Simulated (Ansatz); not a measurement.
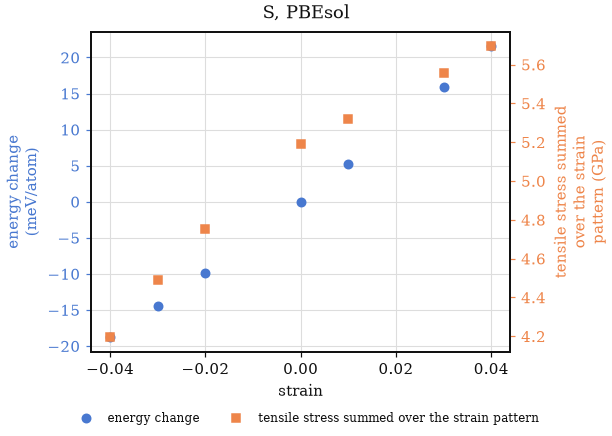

Plotted: energy change and tensile stress summed over the strain pattern against strain for S, space group Fm-3m (No. 225).

Starting cell:
```xyz
1
Lattice="0.0000 1.9944 1.9944 1.9944 0.0000 1.9944 1.9944 1.9944 0.0000" Properties=species:S:1:pos:R:3 pbc="T T T"
S     0.0000    0.0000    0.0000
```

How it was computed, with Ansatz 0.2.0: homogeneous strain of a crystal along one Voigt pattern with engineering shear, fractional coordinates fixed, by plane-wave density functional theory with PAW datasets, free energies less that of the undisturbed cell; scalar-relativistic. Level: PBEsol, no spin polarisation.

- wave cutoff: 420 eV
- k mesh: 20×20×20
- occupations: Gaussian
- smearing width: 0.15 eV
- k shift: (0, 0, 0) (mesh steps)
- start: as given
- strain pattern: (0, 0, 1, 0, 0, 0) (xx yy zz yz xz xy with engineering shear)

Is the starting structure at a minimum along this coordinate?

No: the energy falls towards negative values, so the start isn't a stationary minimum along this path.

How does the energy change vary with strain?

It rises from −18.77 meV/atom at strain −0.04 to 21.54 meV/atom at 0.04.

Keep in mind: reference crystal is not relaxed.

The computed values:

| strain | energy change (meV/atom) | tensile stress summed over the strain pattern (GPa) |
| --- | --- | --- |
| −0.04 | −18.77 | 4.195 |
| −0.03 | −14.47 | 4.488 |
| −0.02 | −9.89 | 4.754 |
| 0.00 | 0.00 | 5.192 |
| 0.01 | 5.21 | 5.319 |
| 0.03 | 15.97 | 5.559 |
| 0.04 | 21.54 | 5.694 |
